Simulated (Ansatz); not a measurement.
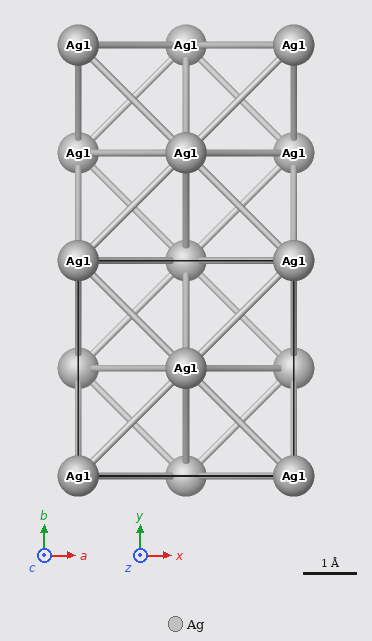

Crystalline Ag (Fm-3m): the cell is strained equally along x and y, with the atoms kept at their fractional coordinates. x, y and z are the Cartesian axes of the input. The picture shows the reference cell. Style: ball-and-stick. Shown: the conventional cell (4 times the calculation's cell), repeated 1 × 2 × 1 with one cell outlined, along the c axis. Lengths and directions refer to the drawn axes.

All numbers below come from Ansatz, DFT PBEsol, scalar-relativistic, plane waves, PAW. Set-up: plane-wave cutoff 420 eV; k-point mesh 20 × 20 × 20; occupations gaussian; smearing width 0.15 eV; no spin polarisation. Energies (free energies at the smearing named) are counted from the cell as listed in its source, which wasn't relaxed.

```xyz
1
Lattice="0.0000 2.0431 2.0431 2.0431 0.0000 2.0431 2.0431 2.0431 0.0000" Properties=species:S:1:pos:R:3 pbc="T T T"
Ag    0.0000    0.0000    0.0000
```

**What energies does the calculation give (the strain: −0.1500, −0.1125, −0.0750, −0.0375, 0.0000, 0.0375, 0.0750, 0.1125, 0.1312, 0.1500)?**

| strain | ΔE (meV/atom) |
| --- | --- |
| −0.1500 | 927 |
| −0.1125 | 415 |
| −0.0750 | 139 |
| −0.0375 | 18 |
| 0.0000 | 0 |
| 0.0375 | 50 |
| 0.0750 | 144 |
| 0.1125 | 263 |
| 0.1312 | 328 |
| 0.1500 | 396 |

Of the computed points the lowest is at the strain 0.00, 0 meV/atom. The unrelaxed reference is under a pressure of −2.6 GPa, which tilts the curve. The distortion takes the space group from Fm-3m to I4/mmm. At the strain −0.15 the cell of the drawing goes a 4.086 → 3.473 Å, b 4.086 → 3.473 Å.

The computed profile:

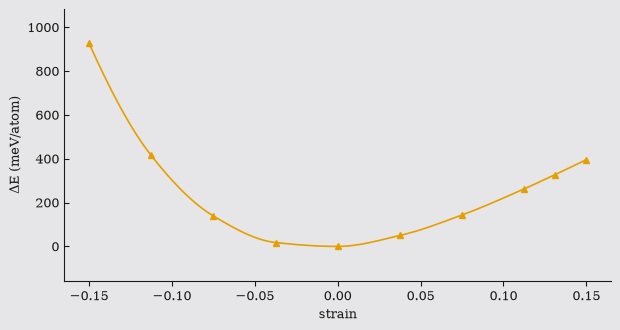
